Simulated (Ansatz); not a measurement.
**Single-point calculation of ZnS**

- system: ZnS (Cmm2, 8 atoms in the cell)
- method: DFT r2SCAN, scalar-relativistic, plane waves, PAW, no spin polarisation (Ansatz 0.2.0)

The structure derives from an entry of the Crystallography Open Database. It belongs to a series of runs on one base structure; here: atom 5 (S) moved +0.133 A along Cartesian [0 1 0]. Figures and captions count atoms from 1; the log counts them from 0 in places.

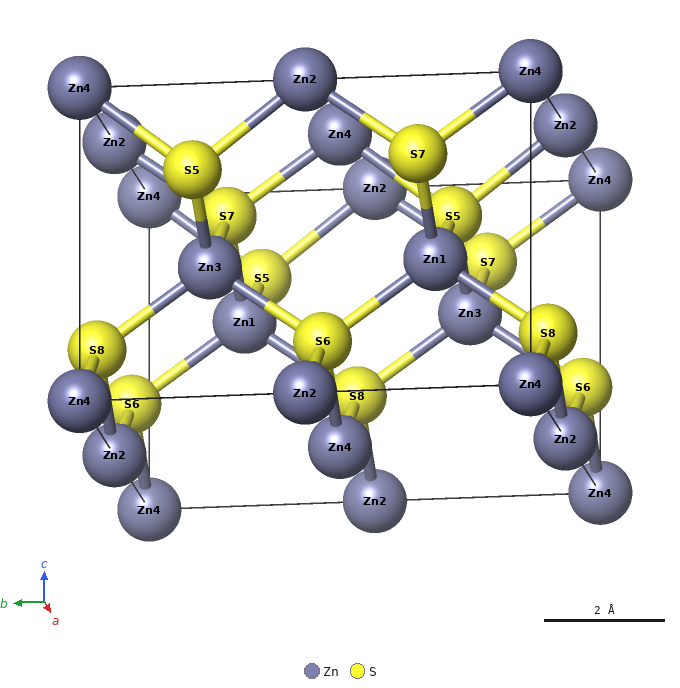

Figure 1. The structure (ball-and-stick view of the cell 2 times as large as that of the calculation, set on its symmetry axes, seen at an oblique angle; atoms are numbered from 1 in the order of the input). An atom can appear more than once, as a periodic image. Near neighbours in the periodic cell (some may lie outside the picture): Zn has 4 S at 2.27 to 2.42 Å; S has 4 Zn at 2.27 to 2.42 Å.

**Input file**
```yaml
crystal:
  lattice:
    - [5.4093, 0.0, 0.0]
    - [0.0, -5.4093, 0.0]
    - [0.0, 0.0, -5.4093]
  atoms:
    - { symbol: Zn, position: [0.0, 0.5, 0.5] }
    - { symbol: Zn, position: [0.5, 0.0, 0.5] }
    - { symbol: Zn, position: [0.5, 0.5, 0.0] }
    - { symbol: Zn, position: [0.0, 0.0, 0.0] }
    - { symbol: S, position: [0.75, 0.7253572551, 0.75] }
    - { symbol: S, position: [0.25, 0.25, 0.75] }
    - { symbol: S, position: [0.25, 0.75, 0.25] }
    - { symbol: S, position: [0.75, 0.25, 0.25] }
basis:
  ecutwfc: 500
kpoints:
  mp_grid: { grid: [4, 4, 4] }
hamiltonian:
  xc: r2scan
scf:
  occupations: { method: gaussian, width: 0.05 }
output:
  forces: true
  stress: true
  eigenvalues: true
```

Run on 2 threads of Intel Xeon @ 2.50GHz (Skylake/Cascade Lake), 32 GiB of memory available, shared host.

Command:
```bash
ansatz run input.yaml --threads 2 --pin off --max-ram 5120MiB --backend cpu --events-out ev --progress --plain --runs-dir out
```

**Log**
```
Engine: ansatz 0.2.0, x86_64-unknown-linux-gnu
Pseudopotentials: kind: paw
Pseudopotential: Zn, paw, valence charge 12, recommended cutoff 500 eV (meta_gga), Zn.paw.azcp
Pseudopotential: S, paw, valence charge 6, recommended cutoff 500 eV (meta_gga), S.paw.azcp
Functional definition: r2SCAN
  parameter k0 = 0.174
  parameter k1 = 0.065
  parameter a1 = 4.9479
  exchange = r2scan_x(k0 = k0, k1 = k1, a1 = a1)
  correlation = r2scan_c
Crystal: 8 atoms, lattice volume = 158.279 Å³
Basis set: ecut = 500 eV, 3959 PW (Γ), exchange–correlation on 160×160×160 points (64 copies of the dense FFT grid, shifted against one another)
Bands: 44, of which v1, the nominal top of the filled ones, is band 36 counted from 1 (35 counted from 0)
Symmetry: 4 space group operations
Space group: Cmm2 (ITA 35), of the structure as read, at distance tolerance 5.4e-5 Å
k-points: 21 of 64 (time reversal used)
Non-local potential: Zn, projectors of the file, l = 0: 2, l = 1: 2, l = 2: 3, l = 3: 1
Non-local potential: S, projectors of the file, l = 0: 2, l = 1: 2, l = 2: 2
PAW form: soft (Blöchl's): semilocal exchange-correlation on the pseudo side does not see the compensation charge
PAW frozen core: Zn, regenerated for the run's functional (the file was generated under x = pbe(κ = 0.804, μ = 0.2195149727645171), c = pbe(β = 0.06672455060314922))
PAW frozen core: S, regenerated for the run's functional (the file was generated under x = pbe(κ = 0.804, μ = 0.2195149727645171), c = pbe(β = 0.06672455060314922))
PAW one-centre angular grid: Zn, 590 points (default); XC on 261 of its mesh's 2673 points in the sphere
PAW one-centre angular grid: S, 302 points (default); XC on 160 Gauss nodes
Initial density: superposition of atomic densities (neutral atoms: chi_scale 0, normalization atom), corrected by the library's trained network
Initial wavefunctions: pseudopotential atomic-orbital guess
Functional: x = r2scan, c = r2scan; τ floored in thin density (d = 2e-4 eV/Å³)
SCF iter   1: F=—  HF=-16933.725243 eV  |F-HF|=—  |Δ(HF+E_count)|=         —  Δρ=1.54e-2  dr2=1.87e-1  dr2_τ=2.56e-2  ethr=1.77e-3  ⟨swp⟩=8.7  Hψ=4394  notcnv=0
preconditioner: auto → Resta (q_TF=auto, 2.393 Å⁻¹)  ε∞=5.8  [insulator: Δε(μ)=2.594 eV  Ē_g=11.400 eV  σ=0.050 eV  W_gap=1.00  n_scr=32 (ndim 8)  ℏωp=25.0 eV  f_vac=0.027  D(μ)=0.00/eV (n_scr^D=0)  ε∞_Penn≈5.8]
SCF iter   2: F=—  HF=-16933.722037 eV  |F-HF|=—  |Δ(HF+E_count)|=   3.21e-3  Δρ=2.34e-3  dr2=5.25e-3  dr2_τ=1.09e-3  ethr=2.60e-4  ⟨swp⟩=3.0  Hψ=1930  notcnv=0  defer=63
SCF iter   3: F=—  HF=-16933.715461 eV  |F-HF|=—  |Δ(HF+E_count)|=   6.58e-3  Δρ=3.23e-3  dr2=7.65e-3  dr2_τ=5.90e-5  ethr=7.29e-6  ⟨swp⟩=2.1  Hψ=1642  notcnv=0  defer=42
automatic band count: iteration 3 solves 43 bands in place of 44: the levels show a gap, and the empty bands left out lie too high to hold charge; the band table lists the bands solved (type scf.n_extra_bands for more)
SCF iter   4: F=—  HF=-16933.714838 eV  |F-HF|=—  |Δ(HF+E_count)|=   6.24e-4  Δρ=6.64e-4  dr2=3.82e-4  dr2_τ=1.61e-5  ethr=7.29e-6  ⟨swp⟩=2.1  Hψ=1482  notcnv=0  defer=42
SCF iter   5: F=—  HF=-16933.714890 eV  |F-HF|=—  |Δ(HF+E_count)|=   5.23e-5  Δρ=1.66e-4  dr2=3.63e-5  dr2_τ=9.17e-7  ethr=5.31e-7  ⟨swp⟩=2.7  Hψ=1702  notcnv=0  defer=42
SCF iter   6: F=—  HF=-16933.714908 eV  |F-HF|=—  |Δ(HF+E_count)|=   1.84e-5  Δρ=1.37e-4  dr2=1.86e-5  dr2_τ=2.19e-7  ethr=5.04e-8  ⟨swp⟩=2.0  Hψ=1533  notcnv=0  defer=42
SCF iter   7: F=—  HF=-16933.714898 eV  |F-HF|=—  |Δ(HF+E_count)|=   1.08e-5  Δρ=2.79e-5  dr2=8.74e-7  dr2_τ=5.28e-9  ethr=2.59e-8  ⟨swp⟩=2.0  Hψ=1533  notcnv=0  defer=42
SCF iter   8: F=-16933.714898 eV  HF=-16933.714898 eV  |F-HF|=1.84e-8  |Δ(HF+E_count)|=   4.11e-7  Δρ=5.58e-6  dr2=5.55e-8  dr2_τ=8.53e-10  ethr=1.39e-10  ⟨swp⟩=7.8  Hψ=4570  notcnv=0
SCF 1 converged in 8 iterations: F = -16933.714898 eV  dr2 = 5.55e-8
  greatest PAW one-centre occupation: 0.983 electrons in one spin orbital (limit 2), on the Zn atom at site 1 (counted from 0), in its partial waves of l = 2
```

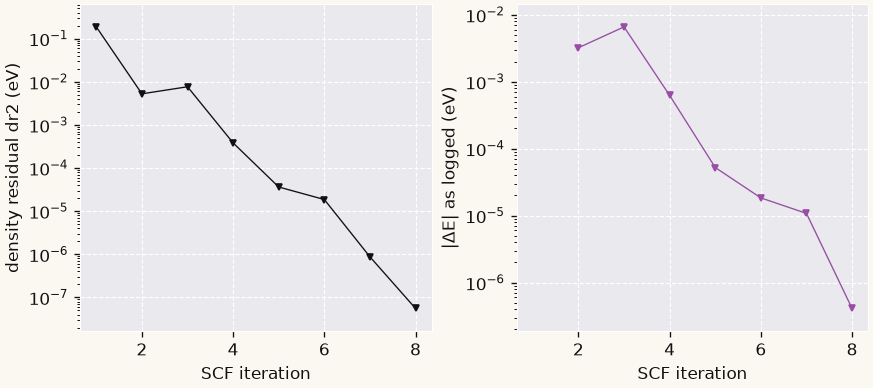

Figure 2. Convergence of the self-consistent field: density residual dr2 and size of the energy change against the SCF iteration. The residual falls almost steadily, with no more than small rises.

```
SCF converged after 8 iterations
Free energy (F): -16933.714898 eV
Harris-Foulkes:  -16933.714898 eV  (|F-HF|=1.84e-8)
Internal energy: -16933.714898 eV  (E = F + TS)
E sigma→0 (E₀):  -16933.714898 eV
Fermi energy:    6.806435 eV
--- Per-component energies (eV) ---
  E_band       = -12.510201
  E_kinetic    = 949.180212
  E_local      = -8196.270355  (includes V_loc(G=0)·N_el)
  E_nonlocal   = 2586.720701
  E_hartree    = 3437.702799
  E_xc         = -862.554847
  E_vxc        = -592.084886  (∫ρ·V_xc dr)
  E_paw        = -9840.052009  (= ΣΔE_a)
  E_vpaw       = -1664.774358  (= ΣTr[D̂ρ^β])
  E_aug_tail   = -0.000240  (compensation charges beyond the density's cutoff)
  E_vtau       = 29.309028  (kinetic-family band-sum trace: ∫τ·v_τ [+ j·A + Jᵃ·Aᵃ] dr)
  E_ewald      = -5007.271617
  E_core_change = -1.169542  (= ΣΔE_core)
  E_smearing   = -0.000000  (= −TS)
  E_closure    = -0.000000  (closes the sum)
  Σ components = -16933.714898   (vs F -16933.714898, Δ=0.00e0)
--- Forces (eV/Å), atoms counted from 1 ---
  atom   1  Zn     0.20965723     0.21402578     0.20965723
  atom   2  Zn     0.13194304     0.16067425    -0.13194304
  atom   3  Zn    -0.20965723     0.21402578    -0.20965723
  atom   4  Zn    -0.13194304     0.16067425     0.13194304
  atom   5  S     -0.00000000    -1.21305959     0.00000000
  atom   6  S     -0.00000000     0.21958776     0.00000000
  atom   7  S     -0.00000000     0.02447819     0.00000000
  atom   8  S     -0.00000000     0.21958776     0.00000000
  max |Σ_I F_I| component: 5.81e-6 eV/Å
--- Stress (GPa, compression-positive) ---
       -0.613578       0.000000       0.729297
        0.000000      -0.822318      -0.000000
        0.729297      -0.000000      -0.613578
  P = ⅓ Tr σ = -0.6832 GPa (-6.832 kbar)
--- Band table (eV; the first three rows and the last of 21) ---
  k-point 0: bands = ["-8.1915", "-6.9350", "-6.9259", "-6.9253", "-1.0611", "-1.0410", "-1.0223", "-1.0205", "-1.0052", "-1.0011", "-0.7315", "-0.6640", "-0.6631", "-0.6616", "-0.6578", "-0.6025", "-0.4896", "-0.4861", "-0.4189", "-0.4107", "-0.4040", "-0.2727", "-0.2686", "-0.2672", "0.7611", "0.8797", "0.9607", "3.1815", "3.1947", "3.1968", "3.2007", "3.2016", "3.2353", "5.4405", "5.4706", "5.4992", "8.1137", "9.1873", "9.2029", "9.2043", "9.8056", "9.9582", "10.0957"]
  k-point 1: bands = ["-8.0326", "-7.1465", "-6.9264", "-6.9234", "-1.0649", "-1.0411", "-0.9799", "-0.9771", "-0.9503", "-0.9479", "-0.7703", "-0.7293", "-0.6956", "-0.6832", "-0.6355", "-0.6185", "-0.5047", "-0.4758", "-0.4619", "-0.4388", "-0.4319", "-0.4179", "-0.1796", "-0.1777", "0.8426", "0.8706", "1.5695", "2.8621", "2.9281", "2.9405", "2.9951", "3.4930", "3.4962", "4.4486", "5.0609", "5.0637", "9.2495", "9.5179", "10.0521", "10.0765", "10.1732", "10.7810", "10.8227"]
  k-point 2: bands = ["-7.6203", "-7.6147", "-6.9221", "-6.9216", "-1.0807", "-1.0590", "-0.8934", "-0.8759", "-0.8738", "-0.8705", "-0.8680", "-0.8639", "-0.7193", "-0.7099", "-0.5640", "-0.5612", "-0.5303", "-0.5290", "-0.5121", "-0.5096", "-0.4482", "-0.4474", "-0.0889", "-0.0884", "0.8402", "0.8596", "2.6039", "2.6777", "2.6925", "2.7555", "2.9162", "2.9198", "4.2078", "4.2134", "4.2337", "4.2348", "10.3463", "10.3759", "10.4643", "10.5009", "11.4562", "11.4565", "12.1060"]
  k-point 20: bands = ["-7.2673", "-7.2433", "-7.2426", "-7.2359", "-0.9750", "-0.9332", "-0.9033", "-0.8995", "-0.8957", "-0.8926", "-0.8638", "-0.8502", "-0.4825", "-0.4679", "-0.4674", "-0.4650", "-0.4544", "-0.4509", "-0.4478", "-0.4441", "-0.3009", "-0.2954", "-0.2825", "-0.2741", "0.0285", "0.0871", "0.1251", "0.1906", "4.4900", "4.5035", "4.5808", "4.5817", "4.5841", "4.5891", "4.6859", "4.6892", "9.1923", "9.2311", "9.2870", "9.3632", "12.6806", "12.6912", "12.7992"]
```

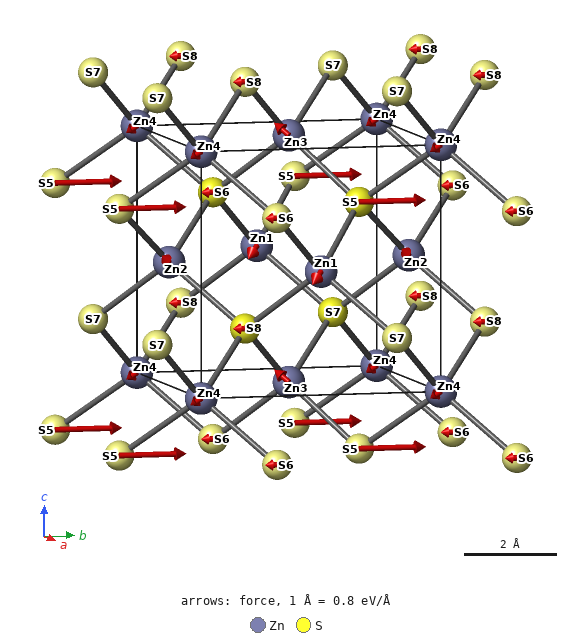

Figure 3. Forces on the atoms as red arrows (ball-and-stick view of the cell of the calculation, seen slightly off an axis; neighbours outside the cell are drawn fainter; atoms are numbered from 1 in the order of the input); the smallest are left out. The largest act on S5 (1.21 eV/Å); Zn1, Zn3 (0.37 eV/Å). The geometry is not a stationary point of this energy.

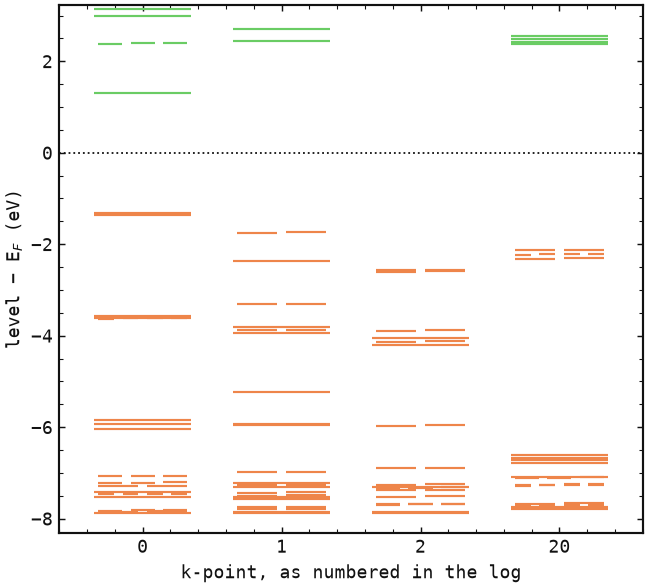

Figure 4. Kohn–Sham levels near the Fermi level (dotted) at the few k-points that the log prints; levels within 0.02 eV of each other stand side by side. Among these points the highest filled and lowest empty levels are 2.61 eV apart, which is the gap on the mesh.

**Summary**

| quantity | value |
| --- | --- |
| outcome | converged |
| space group (tolerance 0.01 Å) | Cmm2 (35) |
| electrons treated | 72 |
| free energy | −16933.7149 eV |
| Fermi energy | 6.806 eV |
| gap on the k-point mesh | 2.61 eV |
| pressure | −0.68 GPa |
| largest force (length of the vector) | 1.213 eV/Å |
| wall time | 13 s (CPU time 25 s) |
| peak memory | 0.72 GiB |
